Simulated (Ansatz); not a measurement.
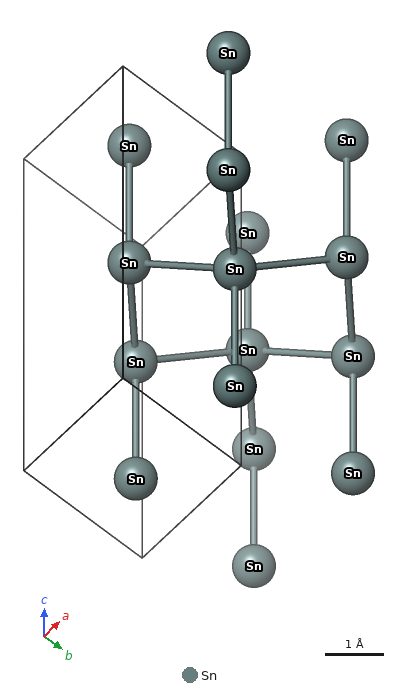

The starting point is a symmetric starting cell of Sn (made from another compound by putting Sn in place of C). A ball-and-stick model of the cell of the calculation, repeated 2 × 2 × 1 with one cell outlined, seen from a free direction.

Theory: DFT PBE, scalar-relativistic, plane waves, PAW (Ansatz). (plane-wave cutoff 420 eV; k-point mesh 15 × 15 × 8; occupations gaussian; smearing width 0.1 eV; no spin polarisation)

Now this is done to it. All lengths are scaled by −1.9 % (volume −5.5 %), the atoms keeping their fractional coordinates. No relaxation follows. The starting cell wasn't computed here and needn't be at equilibrium, so pressure and forces aren't due to the change alone.

Question: What is the effect?

Answer: The pressure is 138.5 GPa (not all of it need come from the change, since the unchanged cell can be under pressure at this level too). The principal stresses (compression positive) are 142.4 GPa along c and 136.5 GPa across it. The largest forces, 0.16 eV/Å, act on 4 Sn atoms of the calculation's cell. Some distances before and after: Sn–Sn 2.313 → 2.270 Å. The space group stays P6_3/mmc (No. 194).

The changed structure in the same view:

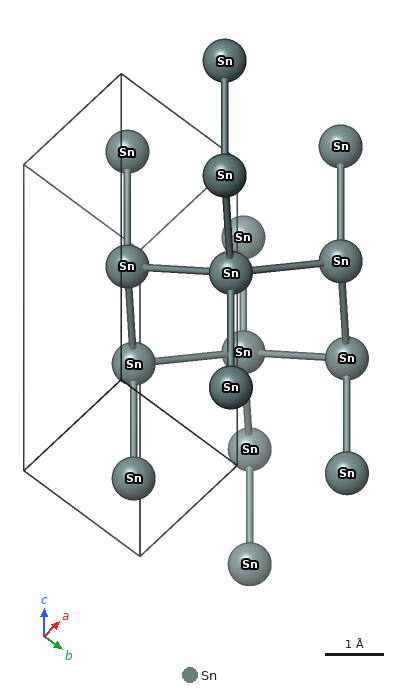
